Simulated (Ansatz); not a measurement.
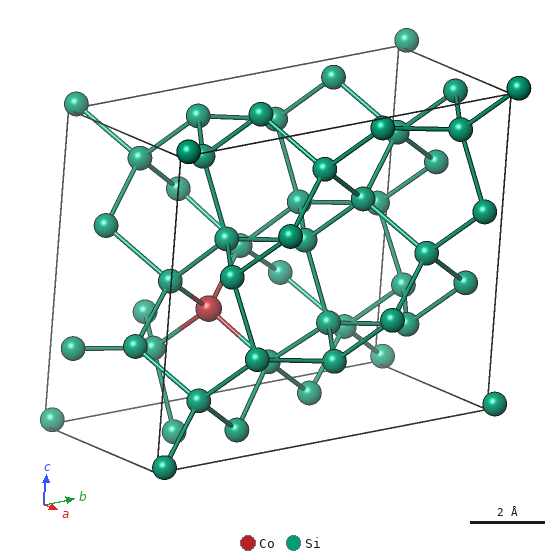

Structure drawing (ball-and-stick), viewed slightly off an axis. The lines enclose the supercell; boundary atoms appear with their images. The host is Si, in a cell of 36 sites, and the cell is neutral.

> What imperfection does the supercell contain?

Cobalt on a silicon site (a substitutional impurity). It is bonded to four Si in a tetrahedral arrangement at about 2.3 Å.

Method: Ansatz 0.2.0, DFT PBE, scalar-relativistic, plane waves, PAW; an energy cutoff of 420 eV, a 2×2×2 grid in reciprocal space, Gaussian smearing of 0.02 eV, collinear spins.

> Does the calculation give a net moment?

Yes, 1.0 μB in the cell.

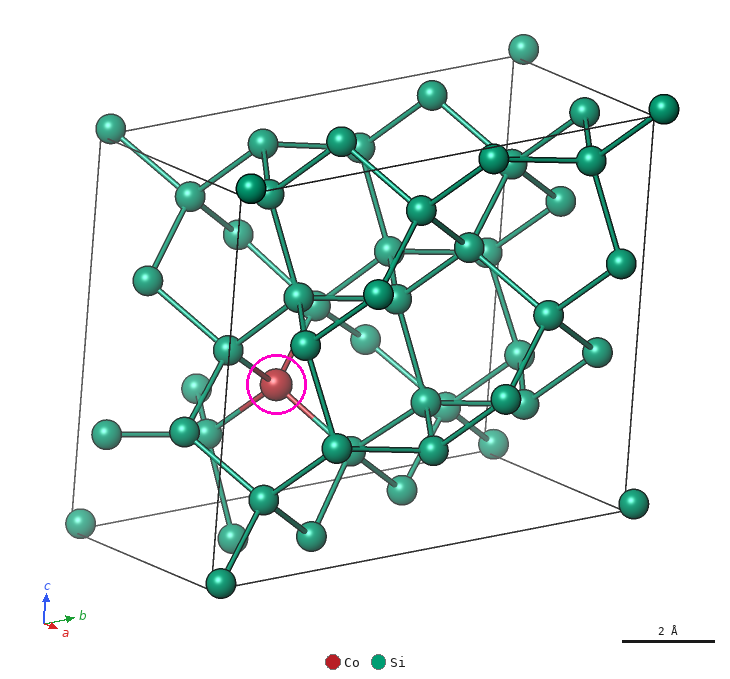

The same cell with a ring at the defect's site.

The atoms were relaxed in the host's cell with DFT PBE, scalar-relativistic, plane waves, PAW (Ansatz 0.2.0).
